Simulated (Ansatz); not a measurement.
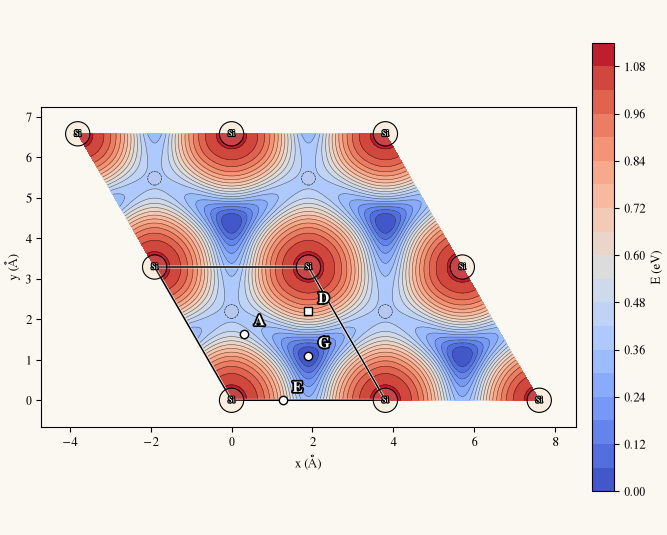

Mg on a Si(001) slab cut from the P6_3/mmc phase, its upper half relaxed before the scan (24 atoms of substrate and one adsorbate in a 2 × 2 cell). 
- Mg is moved over the surface cell; relaxed at each place: the height of the adsorbate's atoms; substrate rigid; the origin of the map has the adsorbate above Si21.
- Places are given modulo a cell vector. The map is drawn in real space over the plane of the surface.
- The scan uses a 6 × 6 grid; 10 points were computed and 26 follow by symmetry.
- Places are given in fractions of the 1 × 1 surface cell.
- Energies: eV, counted from the lowest grid point.
- The calculation used Ansatz, DFT LDA, scalar-relativistic, plane waves, PAW. Settings: cutoff 420 eV, k-mesh 6×6×1, gaussian smearing 0.05 eV, no spin polarisation.

In the figure: filled contours, labelled circles for the atoms of the top layer and small ones for the second layer, the outline of one cell of the 2 × 2 shown, lettered points. Between grid points the surface is interpolated.

### What kind of point is each of D, E, G: minimum, saddle, maximum or slope?

D: on a slope; E: on a slope; G: minimum. (In these two coordinates alone; a stationary point may lie a little off the grid point.)

### Rank the lettered points by energy, lowest first.

G (0.00 eV), A (0.47 eV), E (0.69 eV), D (0.80 eV).

PAW datasets: the set soft_1.
